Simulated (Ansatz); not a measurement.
C65O2 (slab)

C65O2 (slab), 67 atoms, a = 9.84 Å, b = 9.84 Å, c = 21.35 Å, α = 90.00°, β = 90.00°, γ = 120.00°.

Computed with DFT PBE+D3(BJ), scalar-relativistic, plane waves, PAW (Ansatz 0.2.0).

The density is the valence pseudo-density of a PAW calculation; it isn't the true density close to the nuclei.

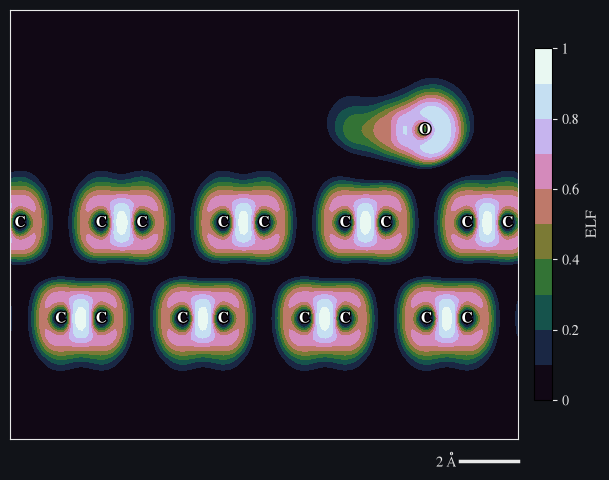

Figure 1. Electron localisation function on the (110) plane of the calculation cell, a cut from vacuum to vacuum.

> What do the fields say about this system?

Atoms in the plane: C and O. Atoms just off the plane (C, 0.6 Å away) can leave unmarked features too. C–C (1.42 Å): the ELF peaks at about 0.95 between the atoms, as expected for a covalent bond. The ELF also peaks beside O, away from the bonds: lone-pair regions.

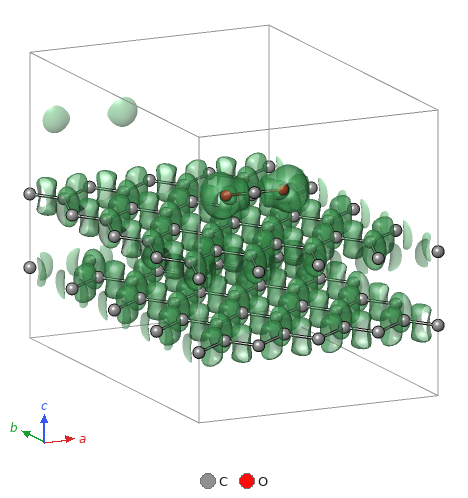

Figure 2. Isosurface of the electron localisation function at 0.7 (green), seen at an oblique angle. Core shells and regions of very low density are left out. Sticks mark near contacts.

> Describe the localisation domains.

The surface consists of 96 regions between bonded C–C atoms (shared pairs) and two regions on O in which the atom's valence shell and bonds are merged, counted in one cell of 67 atoms. Counts are for one cell; the picture repeats the cell along the surface.


C–O (1.17 Å): the ELF peaks at about 0.85 between the atoms (inside overlapping PAW spheres, so only a guide): a short, multiple covalent bond.
